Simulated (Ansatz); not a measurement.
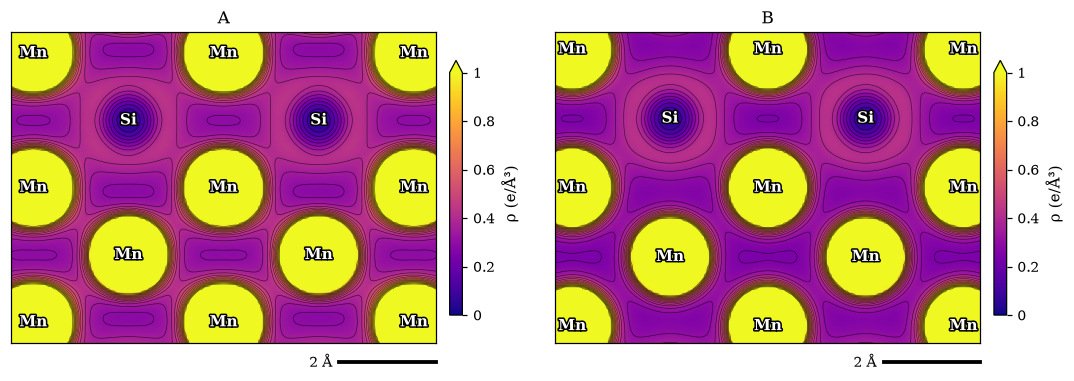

Mn3Si. The valence charge density (pseudo) of two cells that differ in size, on the (011̄) plane of each (indices in the axes of the calculation cell), at one length scale and on one colour scale: B has 11.7 Å³ an atom and A 10.8.

Computed with Kohn-Sham DFT of a periodic cell, PBEsol, Ansatz PAW (Ansatz).

The density is the valence pseudo-density of a PAW calculation; it isn't the true density close to the nuclei.

The larger cell:

```
Mn Si
1.0
     0.00000    2.86100    2.86100
     2.86100    0.00000    2.86100
     2.86100    2.86100    0.00000
Mn Si
3 1
Cartesian
  4.2915 4.2915 4.2915
  1.4305 1.4305 1.4305
  2.8610 2.8610 2.8610
  0.0000 0.0000 0.0000
```

The smaller cell: a = 3.935 Å, b = 3.935 Å, c = 3.935 Å, α = 60.00°, β = 60.00°, γ = 60.00°.

What does the compression do to the bonding and the properties?

Answer. From the larger cell to the smaller, Mn–Si goes from 2.48 to 2.41 Å, and the density at its midpoint from 0.37 to 0.41 e/Å³; Mn–Mn goes from 2.48 to 2.41 Å, and the density at its midpoint from 0.31 to 0.42 e/Å³, the ELF there from 0.20 to 0.30; the pressure goes from 43 to 0.0 GPa; the largest moment (Mn) goes from 3.8 to 2.1 μB.
